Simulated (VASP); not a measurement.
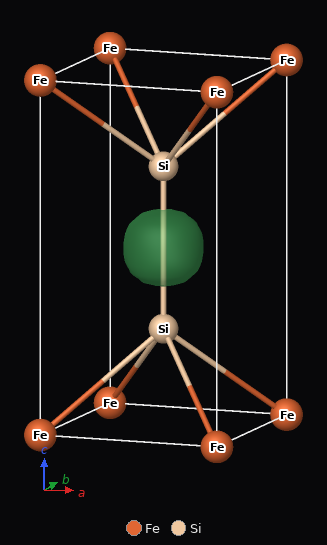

*FeSi2. Isosurface of the ELF at 0.85 (green), seen slightly off an axis. Only the valence region is drawn (cores and ρ < 0.01 e/Å³ removed). Sticks mark near contacts.*

Space group Pmmm; changed on purpose from its base cell (uniaxial strain along a, b, c and atoms relaxed: +3.0 %).

The calculation used Kohn-Sham DFT of a periodic cell, PBEsol, VASP PAW PBE potentials, recommended (VASP 6.6.1).

Core electrons are frozen (PAW), and the valence fields are smoothed inside the atomic spheres.

Question: Describe the localisation domains.

Answer: The ELF exceeds this value in one region between bonded Si–Si atoms (shared pairs), counted in one cell of 3 atoms. Any copies at cell faces, edges or corners count once. Profiles from the grid: Si–Si (2.32 Å): the ELF peaks at about 0.95 between the atoms. Fe–Si (2.36 Å): the ELF peaks at about 0.65 in the valence shell of Si, 0.9 Å from its nucleus, and is about 0.50 at the midpoint.
